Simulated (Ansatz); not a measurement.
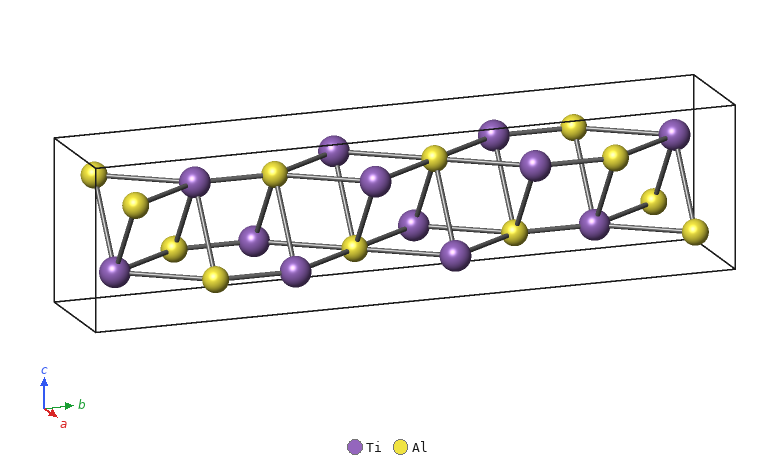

An orthographic ball-and-stick view of the structure, slightly off an axis. Atoms at the boundary of the conventional unit cell (the box) are drawn once for each face, edge or corner they touch.

TiAl, space group Cmcm (No. 63), a = 3.16 Å, b = 17.86 Å, c = 4.46 Å, α = 90.00°, β = 90.00°, γ = 90.00°.

Calculation details: Ansatz, DFT PBEsol, scalar-relativistic, plane waves, PAW; plane-wave cutoff 420 eV, k-points about 0.11 Å⁻¹ apart, Gaussian smearing of 0.15 eV, no spin polarisation.

Metal or not?

A metal: bands cross the Fermi level.

What is the pressure at this volume?

The computed pressure is 5.8 GPa (compressed: it would expand). The stress isn't hydrostatic: its largest component is 15.6 GPa.

Source of the structure: a structure listed in the Materials Project. The cell was then strained or its atoms displaced on purpose. It went into a calculation with Ansatz.

At this level of theory the run's own cell isn't at rest (compressed, at 6 GPa and forces up to 3.6 eV/Å), so its distances can differ from those at equilibrium, the more so the softer the solid.
